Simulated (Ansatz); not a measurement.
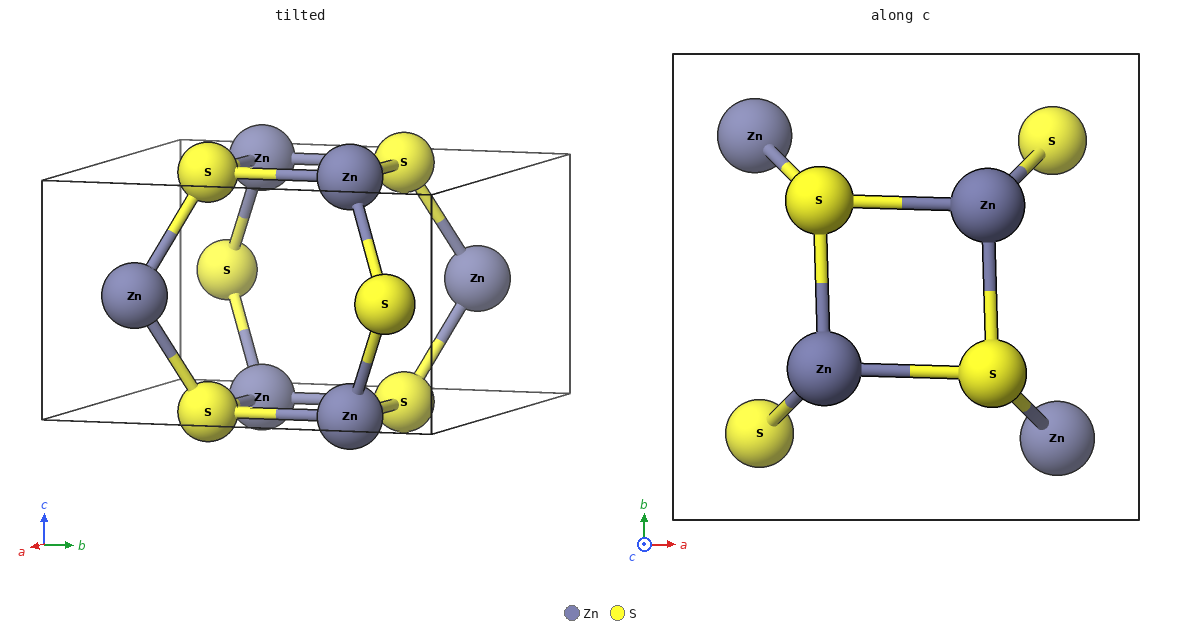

The crystal in a ball-and-stick representation, seen slightly off an axis and along the c axis. Atoms at the boundary of the conventional unit cell (the box) are drawn once for each face, edge or corner they touch. Cell: a = 6.63 Å, b = 6.63 Å, c = 3.86 Å, α = 90.00°, β = 90.00°, γ = 90.00°.

Source of the structure: a structure type filled with these elements by a generator (whether the compound takes this form wasn't checked). Earlier steps of the study may have refined or changed the cell and positions. It was the input of a calculation with Ansatz.

Question: Characterise what is shown.

Answer: The stoichiometry is ZnS. The space group is P4_2/mnm (No. 136); the lattice is primitive tetragonal. The cell has 8 atoms, namely 4 Zn, 4 S. Around each Zn lie four S in a distorted tetrahedral arrangement at about 2.3 to 2.4 Å. Each S atom is coordinated by four Zn in a distorted tetrahedral arrangement at about 2.3 to 2.4 Å. The bonds build a three-dimensional framework.

Theory: Ansatz 0.2.0, DFT PBE, scalar-relativistic, plane waves, PAW. Numerical settings: E_cut = 420 eV, the zone sampled with 4×4×8 points, Gaussian smearing of 0.02 eV, no spin polarisation.

Question: How large a gap does the method give, if there is one?

Answer: A semiconductor at this level, with a gap of 2.17 eV, direct.

Question: Predict the Bader charges.

Answer: Zn +0.90 e; S -0.90 e.

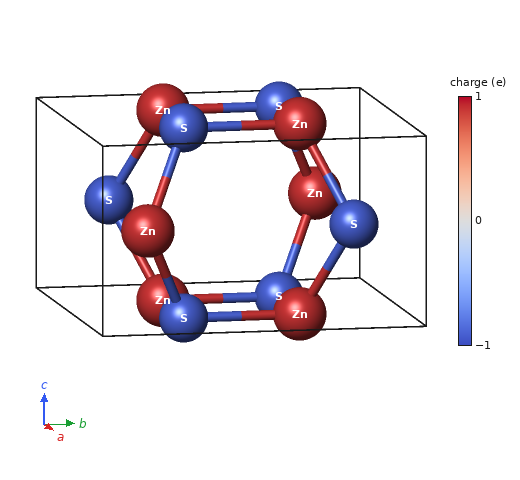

The atoms coloured by those charges. The run's cell of 8 atoms is drawn.

Question: Is the structure in equilibrium?

Answer: Yes. All forces vanish to within 0.01 eV/Å. The pressure is 0.0 GPa, close to zero.
